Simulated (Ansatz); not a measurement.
# Calculations on Al₂Cu

Part 1: Vibrations

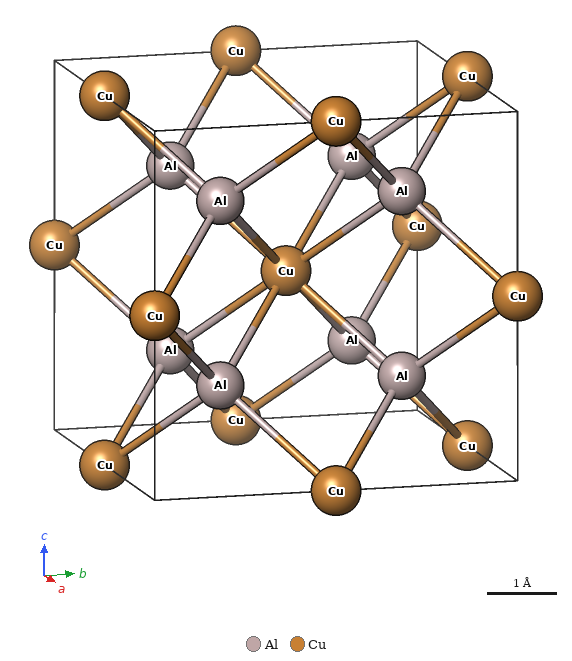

Lattice vibrations of a crystal of Al₂Cu relaxed at 18 GPa, at the zone centre. A ball-and-stick model of the conventional cell (4 times the calculation's cell), seen slightly off an axis. Lengths and directions refer to the drawn axes.

Theory: DFT PBEsol, scalar-relativistic, plane waves, PAW (Ansatz 0.2.0). Set-up: plane-wave cutoff 420 eV; k-point mesh 16 × 16 × 16; occupations fermi dirac; smearing width 0.15 eV; target pressure 18 GPa; no spin polarisation.

The frequencies depend somewhat on the k-mesh and the smearing.

Question: Give the spectrum at this point.

Answer: The calculation's cell holds 3 atoms, so there are 6 optical modes, in 2 levels. The optical modes span T₁u + T₂g. No level is unstable.

```
level  symmetry  frequency (cm⁻¹)         activity
    1       T₁u               330  infrared-active
    2       T₂g               361     Raman-active
```

The crystal is a metal, so free carriers screen the infrared response.

The displacement patterns (one member of each degenerate set):

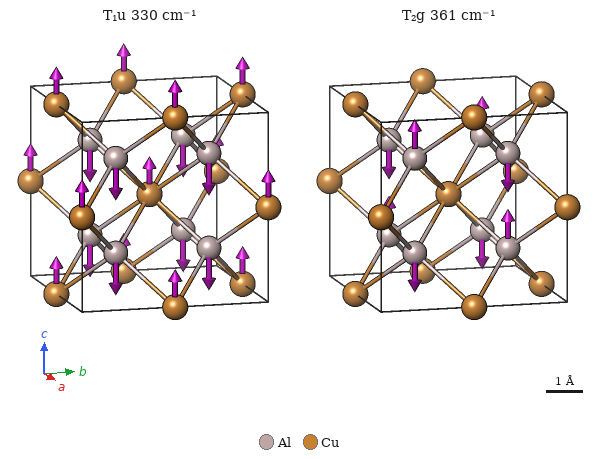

Part 2: Vibrations

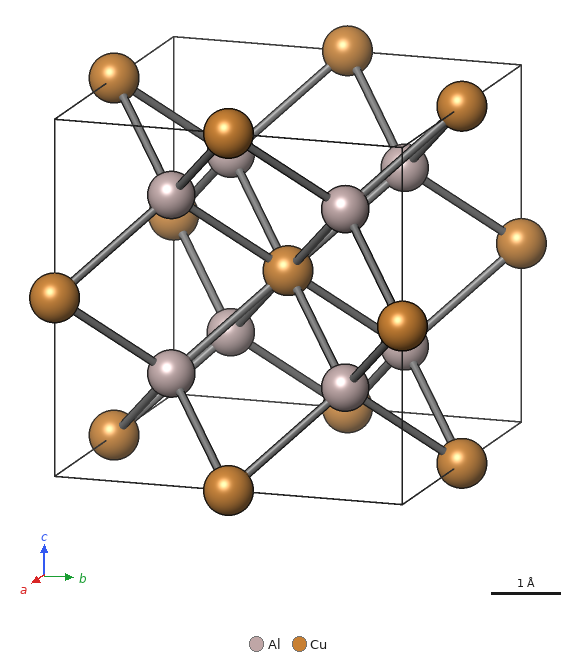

Normal modes of solid Al2Cu relaxed at 35 GPa, at the zone centre. The picture is a ball-and-stick view of the conventional cell (4 times the calculation's cell), seen slightly off an axis. Lengths and directions refer to the drawn axes.

Method: DFT PBEsol, scalar-relativistic, plane waves, PAW (Ansatz 0.2.0).

Input
```yaml
crystal:
  lattice:
    - [-1.886814345, 1.886814345, 2.6683584364]
    - [1.886814345, -1.886814345, 2.6683584364]
    - [1.886814345, 1.886814345, -2.6683584364]
  atoms:
    - { symbol: Al, position: [0.75, 0.25, 0.5] }
    - { symbol: Al, position: [0.25, 0.75, 0.5] }
    - { symbol: Cu, position: [0.5, 0.5, 0.0] }
basis:
  ecutwfc: 420
kpoints:
  mp_grid: { grid: [16, 16, 16] }
hamiltonian:
  xc: pbesol
scf:
  occupations: { method: fermi_dirac, width: 0.15 }
output:
  eigenvalues: true
phonons:
  method: dfpt
  eigenvectors: true
```

Run as
```bash
ansatz run input.yaml --threads 1 --pin off --max-ram 3072MiB --backend cpu --events-out ev --progress --plain --runs-dir out
```

The frequencies depend somewhat on the k-mesh and the smearing.

Q: List the optical modes.

A: The calculation's cell holds 3 atoms, so there are 6 optical modes, in 2 levels. The optical modes span T₁u + T₂g. No level is unstable.

```tsv
level	symmetry	frequency (cm⁻¹)	activity
1	T₁u	373	infrared-active
2	T₂g	411	Raman-active
```

The crystal is a metal, so free carriers screen the infrared response.

The modes drawn as arrows (one member of each degenerate set):

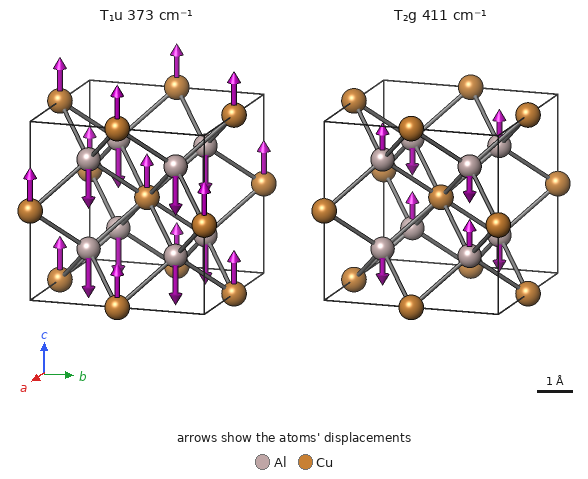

Part 3: Softest mode

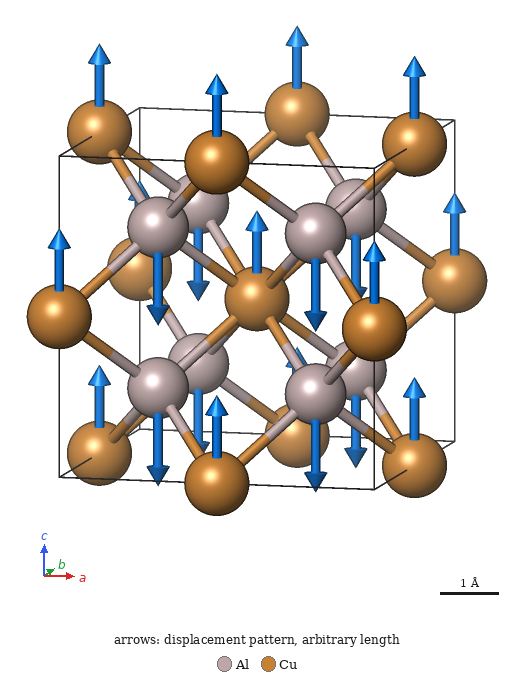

The lowest optical mode of solid Al2Cu relaxed at 7 GPa, space group Fm-3m (No. 225), at the zone centre. Displacements are drawn as blue arrows; their common scale and sign are arbitrary. The picture is a ball-and-stick view of the conventional cell (4 times the calculation's cell), seen slightly off an axis. Lengths and directions refer to the drawn axes.

Computed with Ansatz, DFT PBEsol, scalar-relativistic, plane waves, PAW. (plane-wave cutoff 420 eV; k-point mesh 14 × 14 × 14; occupations fermi dirac; smearing width 0.15 eV; target pressure 7 GPa; no spin polarisation)

The frequencies depend somewhat on the k-mesh and the smearing.

Q: Is this crystal at a minimum with respect to the drawn distortion?

A: Yes: this softest mode has a real frequency, and so have all others here. That speaks for this wave vector alone: the rest of the zone wasn't checked in this run. This is the T₁u mode (triply degenerate; one member of the set is drawn) at 294 cm⁻¹, the lowest optical level, infrared-active by symmetry. The Al sublattice moves against the Cu sublattice, along c; the kinetic energy is shared as Al 54 %, Cu 46 %. The crystal is a metal, so free carriers screen the infrared response.

Part 4: Softest mode

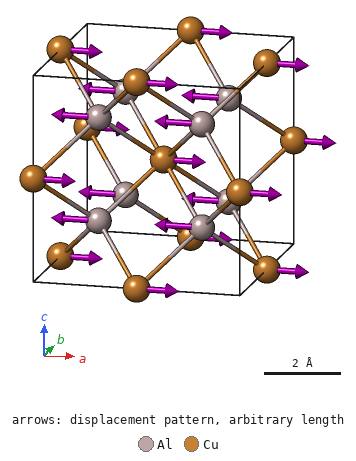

The lowest optical mode of crystalline Al2Cu at 0.98 times its rest volume, space group Fm-3m (No. 225), at the zone centre. Displacements are drawn as purple arrows; their common scale and sign are arbitrary. A ball-and-stick model of the conventional cell (4 times the calculation's cell), seen slightly off an axis. Lengths and directions refer to the drawn axes.

Level of theory: DFT PBEsol, scalar-relativistic, plane waves, PAW (Ansatz 0.2.0).

Input file:
```yaml
crystal:
  lattice:
    - [-2.0114820627, 2.0114820627, 2.8446652135]
    - [2.0114820627, -2.0114820627, 2.8446652135]
    - [2.0114820627, 2.0114820627, -2.8446652135]
  atoms:
    - { symbol: Al, position: [0.75, 0.25, 0.5] }
    - { symbol: Al, position: [0.25, 0.75, 0.5] }
    - { symbol: Cu, position: [0.5, 0.5, 0.0] }
basis:
  ecutwfc: 420
kpoints:
  mp_grid: { grid: [14, 14, 14] }
hamiltonian:
  xc: pbesol
scf:
  occupations: { method: fermi_dirac, width: 0.15 }
output:
  eigenvalues: true
phonons:
  method: dfpt
  eigenvectors: true
```

Launched with:
```bash
ansatz run input.yaml --threads 1 --pin off --max-ram 3072MiB --backend cpu --events-out ev --progress --plain --runs-dir out
```

The frequencies depend somewhat on the k-mesh and the smearing.

Is this crystal at a minimum with respect to the drawn distortion?

Answer. Yes: this softest mode has a real frequency, and so have all others here. That speaks for this wave vector alone: the rest of the zone wasn't checked in this run. This is the T₁u mode (triply degenerate; one member of the set is drawn) at 8.24 THz, the lowest optical level, infrared-active by symmetry. The Al sublattice moves against the Cu sublattice, along a; the kinetic energy is shared as Al 54 %, Cu 46 %. The crystal is a metal, so free carriers screen the infrared response.
